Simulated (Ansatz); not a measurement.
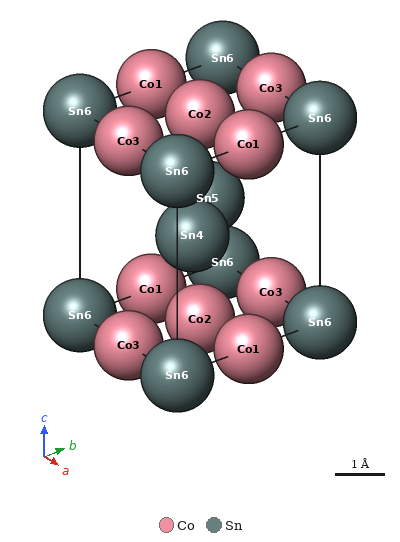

Figure 1. The structure of run 1 (spheres-only view of the cell of the calculation, seen slightly off an axis; atoms are numbered from 1 in the order of the input).

## Mending a geometry relaxation on CoSn

System: CoSn (P6/mmm, 6 atoms in the cell).
Method of run 1: DFT, PBE, plane waves, PAW, spin-polarised (Ansatz 0.2.0).

The structure derives from a Materials Project entry. Some settings of this run were made unusual or wrong on purpose. Text and figures count atoms from 1; the logs count them from 0 in places.

### Input file, run 1
```yaml
crystal:
  lattice:
    - [4.9787899011, 0.0, 0.0]
    - [-2.4893949506, 4.3117585345, 0.0]
    - [0.0, 0.0, 4.3825780329]
  atoms:
    - { symbol: Co, position: [0.0, 0.5, 0.0] }
    - { symbol: Co, position: [0.5, 0.5, 0.0] }
    - { symbol: Co, position: [0.5, 0.0, 0.0] }
    - { symbol: Sn, position: [0.6666666667, 0.3333333333, 0.5] }
    - { symbol: Sn, position: [0.3333333333, 0.6666666667, 0.5] }
    - { symbol: Sn, position: [0.0, 0.0, 0.0] }
basis:
  ecutwfc: 420
kpoints:
  mp_grid: { grid: [12, 12, 8] }
hamiltonian:
  xc: pbe
scf:
  occupations: { method: gaussian, width: 0.1 }
  max_iter: 100
output:
  forces: true
  eigenvalues: true
  stress: true
relax:
  adjacent_minimum: "off"
  f_tol: 0.008
  max_steps: 40
  cell: { stress_tol: 0.015, fix: [a, b, gamma] }
magnetization:
  spin_polarized: true
  initial_magnetization: 15
```

Launched with:
```bash
ansatz run input.yaml --threads 1 --pin off --max-ram 2560MiB --backend cpu --events-out ev --progress --plain --runs-dir out
```

Hardware: 1 thread of Intel Xeon @ 2.90GHz (Ice Lake), 64 GiB of memory available, shared host.

### Output, shortened to warnings, some set-up lines, iterations and results (run 1)
```
Warning: where an SCF of this run starts from atoms to list the orders of its open shells, Sn (sites 3, 4, 5, from 0) starts with 2.00 μB on its 5p shell, in the place of the 2.50 μB that the deck gives it: its open shells can hold no more by Hund's first rule. To start from spheres of the given moment, type scf.initial_density.shell_occupations: []
Basis set: ecut = 420 eV, 1833 PW (Γ), exchange–correlation on 72×72×60 points (8 copies of the dense FFT grid, shifted against one another)
Symmetry: 24 space group operations
k-points: 95 of 1152
Initial density: superposition of atomic densities (chi_scale 0.1, normalization cell)
[...]
SCF iter   1: F=—  HF=-33426.241833 eV  |F-HF|=—  |Δ(HF+E_count)|=         —  Δρ=9.56e-2 (↑3.18e-2 ↓9.56e-2)  dr2=3.19e0  dr2_m=3.25e0  M=15.000 μB ∫|m|=15.000 μB  β_m=0.30  …
SCF iter   2: F=—  HF=-33439.946217 eV  |F-HF|=—  |Δ(HF+E_count)|=         —  Δρ=8.95e-2 (↑5.45e-2 ↓8.95e-2)  dr2=5.50e0  dr2_m=4.07e0  M=5.948 μB ∫|m|=6.117 μB  β_m=0.30  …
SCF iter   3: F=—  HF=-33444.544283 eV  |F-HF|=—  |Δ(HF+E_count)|=    4.60e0  Δρ=7.34e-2 (↑5.01e-2 ↓7.34e-2)  dr2=4.20e0  dr2_m=3.04e0  M=5.317 μB ∫|m|=5.532 μB  β_m=0.47  …
SCF iter   4: F=—  HF=-33450.368680 eV  |F-HF|=—  |Δ(HF+E_count)|=    5.82e0  Δρ=6.13e-2 (↑1.87e-2 ↓6.13e-2)  dr2=3.78e0  dr2_m=1.24e0  M=2.979 μB ∫|m|=3.649 μB  β_m=0.32  …
SCF iter   5: F=—  HF=-33449.919228 eV  |F-HF|=—  |Δ(HF+E_count)|=   4.49e-1  Δρ=4.37e-2 (↑4.37e-2 ↓1.70e-2)  dr2=7.05e-1  dr2_m=6.31e-1  M=1.583 μB ∫|m|=2.664 μB  β_m=0.59  …
[... 30 lines ...]
SCF iter   7: F=—  HF=-33450.817341 eV  |F-HF|=—  |Δ(HF+E_count)|=  1.46e-11  Δρ=5.50e-8 (↑3.33e-8 ↓5.50e-8)  dr2=3.84e-12  dr2_m=1.22e-13  M=0.430 μB ∫|m|=0.486 μB  β_m=0.92 …
SCF iter   8: F=—  HF=-33450.817341 eV  |F-HF|=—  |Δ(HF+E_count)|=    0.00e0  Δρ=2.48e-8 (↑1.27e-8 ↓2.48e-8)  dr2=9.21e-13  dr2_m=3.48e-14  M=0.430 μB ∫|m|=0.486 μB  β_m=0.96 …
SCF iter   9: F=-33450.817341 eV  HF=-33450.817341 eV  |F-HF|=2.91e-11  |Δ(HF+E_count)|=  1.46e-11  Δρ=3.57e-8 (↑2.46e-8 ↓3.57e-8)  dr2=2.91e-12  dr2_m=3.08e-14  M=0.430 μB …
SCF 3 converged in 9 iterations: F = -33450.817341 eV  dr2 = 2.91e-12
relax step   3: F+E_penalty+E_count = -33450.81734131 eV  Δ(F+E_penalty+E_count) = -3.413e-5 eV  max|allowed force component| = 2.236e-17 eV/Å  Δτ_max = 0.0000 Å  P = +15.750 …
basis re-selected at this cell: Δ(F+E_penalty+E_count) = -3.413e-5 eV, ΔP = -0.000 GPa vs the last step (what re-selecting the basis moved, of the pressure what is left beyond the Pulay correction that the steps carried, after the strain that the cell walked since its last selection, with what the …
SCF converged after 9 iterations
Magnetization: 0.4296 μB (46.7148 up, 46.2852 down)
Absolute magnetization: 0.4865 μB (∫|ρ↑−ρ↓|, with the PAW one-centre terms)
Spin contamination: 0.0106 ħ² per cell (⟨S²⟩ above its minimum at these occupations)
Per-site moments (μB) at R_I (Å): [(0.14989498343706786, 1.0268754171068748), (0.1498949834370678, 1.0268754171068746), (0.14989498343706772, 1.0268754171068746), (-0.00386156754646845, 1.0813180943093101), (-0.003861567546468463, 1.0813180943093101), (-0.0017432412719996092, 1.0268754171068748)]
Free energy (F): -33450.817341 eV
Harris-Foulkes:  -33450.817341 eV  (|F-HF|=2.91e-11)
Internal energy: -33450.790784 eV  (E = F + TS)
E sigma→0 (E₀):  -33450.804062 eV
Entropy (-TS):   -0.026558 eV (-4.426 meV/atom)
Fermi energy:    16.367180 eV
--- Per-component energies (eV) ---
  E_band       = -846.890044
  E_kinetic    = 1945.364352
  E_local      = -13116.237061  (includes V_loc(G=0)·N_el)
  E_nonlocal   = 1282.144206
  E_hartree    = 6259.880122
  E_xc         = -1629.509795
  E_vxc        = -911.436396  (∫ρ·V_xc dr)
  E_paw        = -16974.829543  (= ΣΔE_a)
  E_vpaw       = -2566.485930  (= ΣTr[D̂ρ^β])
  E_aug_tail   = 0.000309  (compensation charges beyond the density's cutoff)
  E_ewald      = -11217.603372
  E_smearing   = -0.026558  (= −TS)
  E_closure    = -0.000000  (closes the sum)
  Σ components = -33450.817341   (vs F -33450.817341, Δ=0.00e0)
--- Forces (eV/Å), atoms counted from 1 ---
  atom   1  Co     0.00000000     0.00000000     0.00000000
  atom   2  Co    -0.00000000     0.00000000     0.00000000
  atom   3  Co     0.00000000     0.00000000     0.00000000
  atom   4  Sn     0.00000000    -0.00000000     0.00000000
  atom   5  Sn    -0.00000000     0.00000000     0.00000000
  atom   6  Sn    -0.00000000    -0.00000000     0.00000000
  max |Σ_I F_I| component: 4.63e-18 eV/Å
--- Stress (GPa, compression-positive) ---
       23.620474       0.000000       0.000000
        0.000000      23.620474       0.000000
        0.000000       0.000000       0.007559
[...]
```

### Diagnose this run and give a change of the input that cures it.

A setting was made wrong on purpose: an impossible spin (`magnetization`). The system has too few electrons for this moment. The run converged all the same; its numbers are those of the faulty input and shouldn't be used. Warnings of the run: some starting moments were not kept.

A run of the same system that converges differs from this input as follows (lines with − go, lines with + come):
```diff
-  max_iter: 100
-magnetization:
-  spin_polarized: true
-  initial_magnetization: 15
```

### Output, shortened to warnings, some set-up lines, iterations and results (run 2)
```
Basis set: ecut = 420 eV, 1833 PW (Γ), exchange–correlation on 72×72×60 points (8 copies of the dense FFT grid, shifted against one another)
Symmetry: 24 space group operations
k-points: 95 of 1152
Initial density: superposition of atomic densities (neutral atoms: chi_scale 0, normalization atom), corrected by the library's trained network
[...]
SCF iter   1: F=—  HF=-33450.818896 eV  |F-HF|=—  |Δ(HF+E_count)|=         —  Δρ=8.08e-3  dr2=6.51e-2  ethr=1.77e-3  ⟨swp⟩=6.5  Hψ=20801  notcnv=0  defer=43
SCF iter   2: F=—  HF=-33450.814040 eV  |F-HF|=—  |Δ(HF+E_count)|=   4.86e-3  Δρ=7.21e-3  dr2=2.87e-2  ethr=7.00e-5  ⟨swp⟩=2.1  Hψ=8222  notcnv=0  defer=208
SCF iter   3: F=—  HF=-33450.812014 eV  |F-HF|=—  |Δ(HF+E_count)|=   2.03e-3  Δρ=3.58e-3  dr2=7.04e-3  ethr=3.08e-5  ⟨swp⟩=2.7  Hψ=9210  notcnv=0  defer=208
SCF iter   4: F=—  HF=-33450.811066 eV  |F-HF|=—  |Δ(HF+E_count)|=   9.48e-4  Δρ=5.30e-4  dr2=1.64e-4  ethr=7.57e-6  ⟨swp⟩=2.0  Hψ=6302  notcnv=0  defer=208
SCF iter   5: F=—  HF=-33450.811067 eV  |F-HF|=—  |Δ(HF+E_count)|=   6.82e-7  Δρ=1.27e-4  dr2=9.84e-6  ethr=1.76e-7  ⟨swp⟩=2.0  Hψ=8717  notcnv=0  defer=208
[... 14 lines ...]
SCF iter   5: F=—  HF=-33450.811142 eV  |F-HF|=—  |Δ(HF+E_count)|=  4.00e-10  Δρ=5.86e-7  dr2=1.79e-10  ethr=2.44e-12  ⟨swp⟩=2.0  Hψ=6768  notcnv=0
SCF iter   6: F=—  HF=-33450.811142 eV  |F-HF|=—  |Δ(HF+E_count)|=  7.28e-12  Δρ=3.34e-7  dr2=6.58e-11  ethr=1.00e-12  ⟨swp⟩=1.0  Hψ=5320  notcnv=0
SCF iter   7: F=-33450.811142 eV  HF=-33450.811142 eV  |F-HF|=0.00e0  |Δ(HF+E_count)|=  2.18e-11  Δρ=3.24e-8  dr2=7.80e-13  ethr=1.00e-12  ⟨swp⟩=5.1  Hψ=22897  notcnv=0
SCF 3 converged in 7 iterations: F = -33450.811142 eV  dr2 = 7.80e-13
relax step   3: F+E_penalty+E_count = -33450.81114217 eV  Δ(F+E_penalty+E_count) = +9.671e-5 eV  max|allowed force component| = 8.172e-17 eV/Å  Δτ_max = 0.0000 Å  P = +15.974 …
basis re-selected at this cell: Δ(F+E_penalty+E_count) = +9.671e-5 eV, ΔP = +0.000 GPa vs the last step (what re-selecting the basis moved, of the pressure what is left beyond the Pulay correction that the steps carried, after the strain that the cell walked since its last selection, with what the …
SCF converged after 7 iterations
Free energy (F): -33450.811142 eV
Harris-Foulkes:  -33450.811142 eV  (|F-HF|=0.00e0)
Internal energy: -33450.780585 eV  (E = F + TS)
E sigma→0 (E₀):  -33450.795864 eV
Entropy (-TS):   -0.030557 eV (-5.093 meV/atom)
Fermi energy:    16.362617 eV
--- Per-component energies (eV) ---
  E_band       = -843.422771
  E_kinetic    = 1945.692889
  E_local      = -13102.467541  (includes V_loc(G=0)·N_el)
  E_nonlocal   = 1282.235001
  E_hartree    = 6254.682873
  E_xc         = -1629.607681
  E_vxc        = -911.570884  (∫ρ·V_xc dr)
  E_paw        = -16974.928752  (= ΣΔE_a)
  E_vpaw       = -2566.678352  (= ΣTr[D̂ρ^β])
  E_aug_tail   = 0.000300  (compensation charges beyond the density's cutoff)
  E_ewald      = -11226.387674
  E_smearing   = -0.030557  (= −TS)
  E_closure    = -0.000000  (closes the sum)
  Σ components = -33450.811142   (vs F -33450.811142, Δ=0.00e0)
--- Forces (eV/Å), atoms counted from 1 ---
  atom   1  Co     0.00000000     0.00000000     0.00000000
  atom   2  Co    -0.00000000    -0.00000000     0.00000000
  atom   3  Co     0.00000000    -0.00000000     0.00000000
  atom   4  Sn    -0.00000000    -0.00000000     0.00000000
  atom   5  Sn     0.00000000     0.00000000     0.00000000
  atom   6  Sn     0.00000000    -0.00000000     0.00000000
  max |Σ_I F_I| component: 9.25e-18 eV/Å
--- Stress (GPa, compression-positive) ---
       23.964318      -0.000000       0.000000
        0.000000      23.964318       0.000000
        0.000000       0.000000      -0.005153
  P = ⅓ Tr σ = 15.9745 GPa (159.745 kbar)
--- Relaxed structure (2 steps of the walk, 2 accepted, 1 SCFs on fresh bases) ---
  F+E_penalty+E_count = -33450.81114217 eV   max|allowed force component| = 8.172e-17 eV/Å   (the final SCF, on the basis selected at the relaxed cell)
  cell:  # Å, volume = 93.9538 Å³
    - [4.978789901124242, 2.8867621162102287e-11, 0.0]
    - [-2.4893949505871205, 4.311758534464572, 0.0]
    - [0.0, 0.0, 4.3765908415228525]
  atoms:
[...]
```

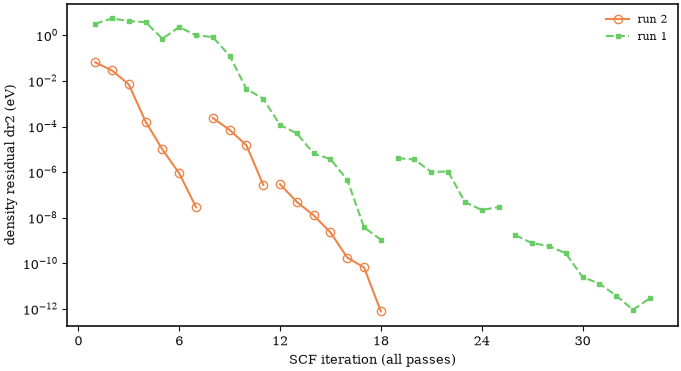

Figure 2. Convergence of the two runs: density residual dr2 against the SCF iteration. A break in a curve parts two SCF passes. Run 2 takes 18 iterations in all, and run 1 takes 34.

### The two runs side by side

```csv
quantity,run 1,run 2
outcome,converged,converged
free energy per atom (eV),−5575.1362,−5575.1352
"energy per atom, smearing taken to zero (eV)",−5575.1340,−5575.1326
gap on the mesh (eV),0.00,0.00
pressure (GPa),15.75,15.97
volume per atom (Å³),15.69,15.66
largest force (eV/Å),0.000,0.000
SCF iterations,34,18
irreducible k-points,95,95
net moment of the cell (μB),0.43,–
absolute moment of the cell (μB),0.49,–
wall time (shared host),3.7 min,61 s
```

With the same functional and potentials, run 2 lies 1.0 meV per atom higher. The pressure goes from 15.75 to 15.97 GPa. The volume per atom goes from 15.69 to 15.66 Å³. The SCF takes 18 iterations over all geometry steps against 34. On the same kind of shared host run 2 took about 0.27 times as long. The two runs start from different initial densities, which also moves the count.

Notes on run 2: The run has no spin polarisation, so a magnetic state may lie lower.
